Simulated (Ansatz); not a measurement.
```
C N H
1.0
     7.39800    0.00000    0.00000
    -3.69900    6.40686    0.00000
     0.00000    0.00000   13.00000
C N H
18 1 1
Direct
  0.00946 0.99412 0.07146
  0.22918 0.10411 0.07142
  0.00696 0.32505 0.07203
  0.23006 0.43579 0.07600
  0.00802 0.66252 0.07635
  0.23099 0.77309 0.07204
  0.34100 0.99290 0.07176
  0.56442 0.10402 0.07142
  0.33651 0.32491 0.07904
  0.56011 0.43071 0.10249
  0.34335 0.66234 0.07604
  0.56069 0.77324 0.07914
  0.67414 0.99403 0.07149
  0.89717 0.10525 0.07181
  0.67769 0.32421 0.07908
  0.89457 0.43561 0.07632
  0.67848 0.66742 0.10258
  0.90255 0.77393 0.07917
  0.62617 0.54893 0.20139
  0.49804 0.54890 0.23204
```

All numbers below come from DFT PBE, scalar-relativistic, plane waves, PAW in Ansatz.

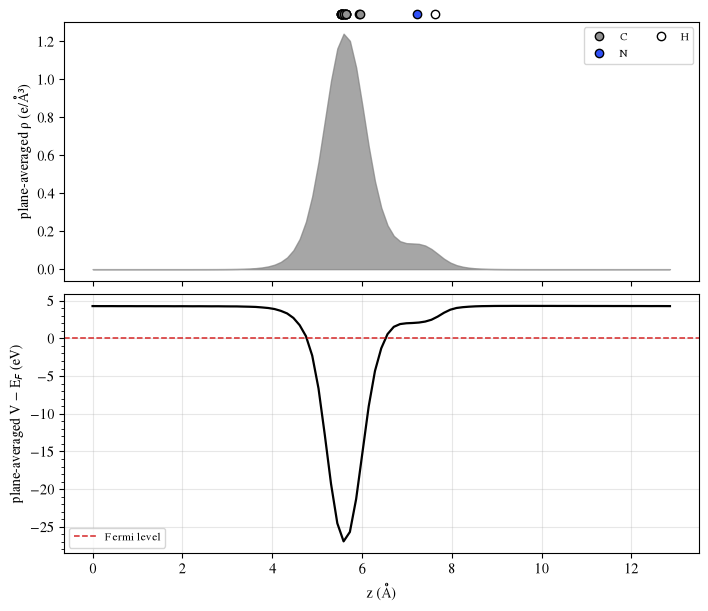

HC18N (slab). Plane average of the electrostatic potential energy of an electron and of the valence electron density across the slab. Circles mark the heights of the atoms.

> How far above the Fermi level of the calculation is the vacuum level?

4.3 eV.

> What are the slab's thickness and the vacuum gap?

The outermost nuclei are 2.1 Å apart, in 2 atomic planes; the vacuum between periodic images is 10.9 Å wide.
